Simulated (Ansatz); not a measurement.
**Geometry relaxation, with input and output: Ti (part 2 of 2)**

Continued. System: Ti (slab, 5 atoms in the cell). Method: DFT PBE, scalar-relativistic, plane waves, PAW, PAW set soft_1, no spin polarisation (Ansatz 0.2.0); cutoff 420 eV, 12×12×1 k-mesh, Gaussian smearing of 0.1 eV. The structure derives from an entry of the Crystallography Open Database. The input holds or restrains some coordinates.

Geometry of the input (Å; fractional positions):
```
2.9382  0.0000  0.0000
-1.4691  2.5445  0.0000
0.0000  0.0000  23.3009
Ti 0.6667  0.3333  0.3004
Ti 0.3333  0.6667  0.4002
Ti 0.6667  0.3333  0.5000
Ti 0.3333  0.6667  0.5998
Ti 0.6667  0.3333  0.6996
```

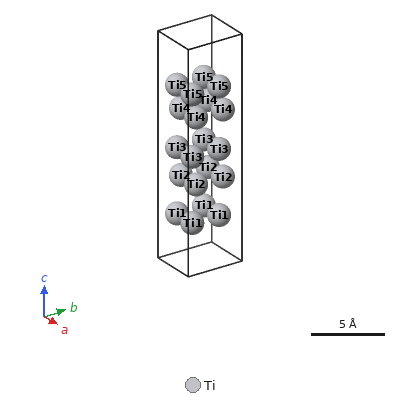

*The geometry at step 2 of the log (spheres-only view of the 2 × 2 repeat of the cell, with the vacuum cut short, seen slightly off an axis; atoms are numbered from 1 in the order of the input).*

Log, continued
```
SCF iter   1: F=—  HF=-12496.503728 eV  |F-HF|=—  |Δ(HF+E_count)|=         —  Δρ=8.54e-3  dr2=2.08e0  ethr=3.10e-3  p=0.006 e·Å  D=6.63e-3 V/Å  ΔV_dip=-0.15 eV  dr2_dipole=8.06e-1  V_vac-E_F(+/−)=4.34/4.50 eV  ⟨swp⟩=3.8  Hψ=1385  notcnv=0  defer=4
efield: sawtooth ramp at fractional position 0.9800 (handed on by an earlier solve), width 0.0400; the density the first Hamiltonian is built on has a dipole p = 0.006 e·Å; the dipole correction subtracts the counter field D = 6.63e-3 V/Å, which shifts the + side's vacuum level by -0.15 eV against the − side's; the planar-averaged density in the ramp window peaks in size at 7.9e-6 e/Å³
preconditioner: auto → LDOS  [metal: Δε(μ)=0.004 eV  Ē_g=2.157 eV  σ=0.100 eV  W_gap=0.02  n_scr=16 (ndim 8)  ℏωp=12.6 eV  f_vac=0.435  D(μ)=9.53/eV (n_scr^D=112)  β→1.0]
SCF iter   2: F=—  HF=-12496.467973 eV  |F-HF|=—  |Δ(HF+E_count)|=   3.58e-2  Δρ=2.59e-3  dr2=3.42e-2  ethr=3.10e-3  p=0.004 e·Å  D=3.94e-3 V/Å  ΔV_dip=-0.09 eV  dr2_dipole=1.51e-4  V_vac-E_F(+/−)=4.43/4.52 eV  ⟨swp⟩=1.7  Hψ=864  notcnv=0  defer=4
SCF iter   3: F=—  HF=-12496.469423 eV  |F-HF|=—  |Δ(HF+E_count)|=   1.45e-3  Δρ=9.24e-4  dr2=7.07e-3  ethr=5.70e-5  p=0.005 e·Å  D=4.94e-3 V/Å  ΔV_dip=-0.12 eV  dr2_dipole=9.04e-4  V_vac-E_F(+/−)=4.40/4.52 eV  ⟨swp⟩=2.2  Hψ=1079  notcnv=0  defer=4
SCF iter   4: F=—  HF=-12496.468669 eV  |F-HF|=—  |Δ(HF+E_count)|=   7.55e-4  Δρ=2.82e-4  dr2=3.58e-4  ethr=1.18e-5  p=0.004 e·Å  D=4.19e-3 V/Å  ΔV_dip=-0.10 eV  dr2_dipole=2.30e-4  V_vac-E_F(+/−)=4.42/4.52 eV  ⟨swp⟩=2.1  Hψ=919  notcnv=0  defer=4
SCF iter   5: F=—  HF=-12496.468747 eV  |F-HF|=—  |Δ(HF+E_count)|=   7.85e-5  Δρ=1.27e-4  dr2=6.57e-5  ethr=5.96e-7  p=0.004 e·Å  D=3.99e-3 V/Å  ΔV_dip=-0.09 eV  dr2_dipole=1.41e-5  V_vac-E_F(+/−)=4.43/4.52 eV  ⟨swp⟩=2.6  Hψ=1093  notcnv=0  defer=4
SCF iter   6: F=-12496.468751 eV  HF=-12496.468754 eV  |F-HF|=2.64e-6  |Δ(HF+E_count)|=   6.74e-6  Δρ=4.87e-5  dr2=6.87e-6  ethr=3.30e-8  p=0.004 e·Å  D=3.87e-3 V/Å  ΔV_dip=-0.09 eV  dr2_dipole=2.29e-7  V_vac-E_F(+/−)=4.43/4.52 eV  ⟨swp⟩=10.8  Hψ=3069  notcnv=0
SCF 3 converged in 6 iterations: F = -12496.468751 eV  dr2 = 6.87e-6
relax step   3: F+E_penalty+E_count = -12496.46875116 eV  Δ(F+E_penalty+E_count) = -2.827e-2 eV  max|allowed force component| = 2.935e-2 eV/Å  Δτ_max = 0.0563 Å  (6 SCF iters, dr2 threshold 1.98e-5 eV, accepted)
iter 1 solved again at ethr=1.16e-8 eV; its pass at ethr=3.10e-3 eV (dr2=6.94e-6 eV) is discarded
SCF iter   1: F=—  HF=-12496.468754 eV  |F-HF|=—  |Δ(HF+E_count)|=         —  Δρ=4.89e-5  dr2=6.94e-6  ethr=1.16e-8  p=0.004 e·Å  D=3.87e-3 V/Å  ΔV_dip=-0.09 eV  dr2_dipole=2.01e-7  V_vac-E_F(+/−)=4.43/4.52 eV  ⟨swp⟩=1.0  Hψ=1824  notcnv=0
efield: sawtooth ramp at fractional position 0.9800 (handed on by an earlier solve), width 0.0400; the density the first Hamiltonian is built on has a dipole p = 0.004 e·Å; the dipole correction subtracts the counter field D = 3.87e-3 V/Å, which shifts the + side's vacuum level by -0.09 eV against the − side's; the planar-averaged density in the ramp window peaks in size at 7.5e-6 e/Å³
preconditioner: auto → LDOS  [metal: Δε(μ)=0.015 eV  Ē_g=2.160 eV  σ=0.100 eV  W_gap=0.09  n_scr=16 (ndim 8)  ℏωp=12.6 eV  f_vac=0.435  D(μ)=9.35/eV (n_scr^D=112)  β→1.0]
SCF iter   2: F=—  HF=-12496.468756 eV  |F-HF|=—  |Δ(HF+E_count)|=   2.08e-6  Δρ=3.34e-5  dr2=3.28e-6  ethr=1.16e-8  p=0.004 e·Å  D=3.85e-3 V/Å  ΔV_dip=-0.09 eV  dr2_dipole=8.57e-9  V_vac-E_F(+/−)=4.43/4.52 eV  ⟨swp⟩=2.1  Hψ=1009  notcnv=0
SCF iter   3: F=—  HF=-12496.468756 eV  |F-HF|=—  |Δ(HF+E_count)|=   8.93e-9  Δρ=1.27e-5  dr2=3.67e-7  ethr=5.46e-9  p=0.004 e·Å  D=3.86e-3 V/Å  ΔV_dip=-0.09 eV  dr2_dipole=7.24e-8  V_vac-E_F(+/−)=4.43/4.52 eV  ⟨swp⟩=2.0  Hψ=911  notcnv=0
SCF iter   4: F=-12496.468757 eV  HF=-12496.468757 eV  |F-HF|=4.97e-8  |Δ(HF+E_count)|=   2.84e-7  Δρ=4.32e-6  dr2=6.54e-8  ethr=1.67e-10  p=0.004 e·Å  D=3.87e-3 V/Å  ΔV_dip=-0.09 eV  dr2_dipole=8.89e-9  V_vac-E_F(+/−)=4.43/4.52 eV  ⟨swp⟩=5.8  Hψ=2386  notcnv=0
SCF 4 converged in 4 iterations: F = -12496.468757 eV  dr2 = 6.54e-8
relax step   4: F+E_penalty+E_count = -12496.46875666 eV  Δ(F+E_penalty+E_count) = -5.499e-6 eV  max|allowed force component| = 2.907e-2 eV/Å  Δτ_max = 0.0000 Å  (4 SCF iters, accepted)
SCF converged after 4 iterations
Free energy (F): -12496.468757 eV
Harris-Foulkes:  -12496.468757 eV  (|F-HF|=4.97e-8)
Internal energy: -12496.422016 eV  (E = F + TS)
E sigma→0 (E₀):  -12496.445386 eV
Entropy (-TS):   -0.046741 eV (-9.348 meV/atom)
Fermi energy:    4.530485 eV
Dipole field:    D = 0.003739 V/Å  (p = 0.003599 e·Å, saw-weighted, corrected)
Work function:   Φ+ = 4.4326 eV   Φ− = 4.5197 eV
Levels:          The Fermi level and band energies are counted from a zero that moves with the ramp; work functions are not
--- Per-component energies (eV) ---
  E_band       = -1316.639916
  E_kinetic    = 1404.025086
  E_local      = -48355.538358  (includes V_loc(G=0)·N_el)
  E_nonlocal   = 303.247489
  E_hartree    = 23462.993285
  E_xc         = -578.451252
  E_vxc        = -724.064583  (∫ρ·V_xc dr)
  E_paw        = -5211.263901  (= ΣΔE_a)
  E_vpaw       = -870.318816  (= ΣTr[D̂ρ^β])
  E_aug_tail   = -0.000408  (compensation charges beyond the density's cutoff)
  E_efield     = 0.000007  (sawtooth field / dipole correction)
  E_vefield    = -0.000453  (∫n·V_field dr)
  E_ewald      = 16478.566036
  E_smearing   = -0.046741  (= −TS)
  E_closure    = 0.000000  (closes the sum)
  Σ components = -12496.468757   (vs F -12496.468757, Δ=0.00e0)
--- Forces (eV/Å), atoms counted from 1 ---
  atom   1  Ti     0.00000000     0.00000000     0.57250272
  atom   2  Ti     0.00000000    -0.00000000    -0.57844264
  atom   3  Ti     0.00000000     0.00000000     0.01320511
  atom   4  Ti     0.00000000    -0.00000000    -0.02907305
  atom   5  Ti     0.00000000     0.00000000     0.02191057
  max |Σ_I F_I| component: 1.03e-4 eV/Å
--- Band table (eV; the first three rows and the last of 19) ---
  k-point 0: bands = ["-52.3840", "-52.3203", "-52.2267", "-52.1638", "-52.1051", "-28.8666", "-28.8147", "-28.6092", "-28.3550", "-28.3550", "-28.3390", "-28.2949", "-28.2949", "-28.2045", "-28.2045", "-28.1892", "-28.1593", "-28.1593", "-28.1122", "-28.1122", "-1.3619", "-0.6771", "0.3074", "1.2273", "1.7612", "4.2905", "4.4627", "4.8223", "4.9685", "5.1573", "5.1573", "5.2112", "5.2172", "5.2172", "5.2840", "5.2840"]
  k-point 1: bands = ["-52.3789", "-52.3144", "-52.2211", "-52.1599", "-52.1018", "-28.8545", "-28.8071", "-28.6095", "-28.3941", "-28.3627", "-28.3567", "-28.3148", "-28.3036", "-28.2303", "-28.2131", "-28.2003", "-28.1736", "-28.1653", "-28.1389", "-28.1174", "-1.1712", "-0.4927", "0.4837", "1.3990", "1.9236", "4.1974", "4.4644", "4.6289", "4.7916", "4.9980", "5.0745", "5.1510", "5.2653", "5.2948", "5.3176", "5.4092"]
  k-point 2: bands = ["-52.3649", "-52.2982", "-52.2054", "-52.1495", "-52.0927", "-28.8214", "-28.7874", "-28.6153", "-28.4819", "-28.4390", "-28.3837", "-28.3614", "-28.3273", "-28.2926", "-28.2603", "-28.2360", "-28.2033", "-28.1832", "-28.1820", "-28.1319", "-0.6256", "0.0273", "0.9693", "1.8628", "2.3522", "3.9045", "4.1966", "4.3550", "4.4337", "4.6527", "4.7922", "5.0050", "5.1502", "5.3767", "5.4863", "5.4984"]
  k-point 18: bands = ["-52.2976", "-52.2192", "-52.1147", "-52.1126", "-52.0522", "-28.7174", "-28.7154", "-28.6985", "-28.6941", "-28.6885", "-28.6545", "-28.5524", "-28.5468", "-28.5325", "-28.4516", "-28.3899", "-28.3836", "-28.3391", "-28.2835", "-28.2444", "2.8937", "3.0877", "3.2005", "3.2875", "3.2915", "3.3327", "3.3388", "3.7064", "3.8632", "4.3453", "4.5348", "4.6048", "4.6275", "4.6408", "4.8015", "4.8599"]
--- Relaxed structure (4 steps of the walk, 4 accepted, 0 SCFs on fresh bases) ---
  F+E_penalty+E_count = -12496.46875666 eV   max|allowed force component| = 2.907e-2 eV/Å
  atoms:
    - { symbol: Ti, position: [0.6666666666666667, 0.33333333333333337, 0.3004171829000001] }
    - { symbol: Ti, position: [0.33333333333333337, 0.6666666666666667, 0.4002085914] }
    - { symbol: Ti, position: [0.6666666666666667, 0.33333333333333337, 0.5006527153233506] }
    - { symbol: Ti, position: [0.33333333333333337, 0.6666666666666667, 0.6034140773122592] }
    - { symbol: Ti, position: [0.6666666666666667, 0.33333333333333337, 0.6957536129520032] }
```

Trajectory as extended XYZ (Å, eV, eV/Å), 4 frames, from step=1 to step=4
```
5
Lattice="2.9382 0.0000 0.0000 -1.4691 2.5445 0.0000 0.0000 0.0000 23.3009" Properties=species:S:1:pos:R:3:forces:R:3 step=1 energy=-12496.41049
Ti    1.4691    0.8482    7.0000    0.0000   0.0000   0.5603
Ti    0.0000    1.6963    9.3252    0.0000   0.0000  -0.6614
Ti    1.4691    0.8482   11.6505    0.0000   0.0000   0.0000
Ti    0.0000    1.6963   13.9757    0.0000   0.0000   0.6614
Ti    1.4691    0.8482   16.3009    0.0000   0.0000  -0.5603
5
Lattice="2.9382 0.0000 0.0000 -1.4691 2.5445 0.0000 0.0000 0.0000 23.3009" Properties=species:S:1:pos:R:3:forces:R:3 step=2 energy=-12496.44048
Ti    1.4691    0.8482    7.0000    0.0000   0.0000   0.6025
Ti    0.0000    1.6963    9.3252    0.0000   0.0000  -0.4926
Ti    1.4691    0.8482   11.7090    0.0000   0.0000  -0.1354
Ti    0.0000    1.6963   14.0964    0.0000   0.0000  -0.5371
Ti    1.4691    0.8482   16.1554    0.0000   0.0000   0.5625
5
Lattice="2.9382 0.0000 0.0000 -1.4691 2.5445 0.0000 0.0000 0.0000 23.3009" Properties=species:S:1:pos:R:3:forces:R:3 step=3 energy=-12496.46875
Ti    1.4691    0.8482    7.0000    0.0000   0.0000   0.5723
Ti    0.0000    1.6963    9.3252    0.0000   0.0000  -0.5777
Ti    1.4691    0.8482   11.6657    0.0000   0.0000   0.0120
Ti    0.0000    1.6963   14.0601    0.0000   0.0000  -0.0293
Ti    1.4691    0.8482   16.2117    0.0000   0.0000   0.0229
5
Lattice="2.9382 0.0000 0.0000 -1.4691 2.5445 0.0000 0.0000 0.0000 23.3009" Properties=species:S:1:pos:R:3:forces:R:3 step=4 energy=-12496.46876
Ti    1.4691    0.8482    7.0000    0.0000   0.0000   0.5725
Ti    0.0000    1.6963    9.3252    0.0000   0.0000  -0.5784
Ti    1.4691    0.8482   11.6657    0.0000   0.0000   0.0132
Ti    0.0000    1.6963   14.0601    0.0000   0.0000  -0.0291
Ti    1.4691    0.8482   16.2117    0.0000   0.0000   0.0219
```

Results in brief

| quantity | value |
| --- | --- |
| outcome | converged under the restraints of the input |
| electrons treated | 60 |
| free energy | −12496.4688 eV |
| work function, top face | 4.43 eV |
| work function, bottom face | 4.52 eV |
| Fermi energy | 4.530 eV |
| gap on the k-point mesh | none (metallic) |
| final volume | 174.20 Å³ |
| work function (upper face) | 4.43 eV |
| largest force (length of the vector) at the end, held atoms and coordinates included | 0.578 eV/Å |
| hardware | 1 thread of Arm Neoverse V1, 24 GiB of memory available, shared host |
| wall time | 59 s |
| peak memory | 0.39 GiB |
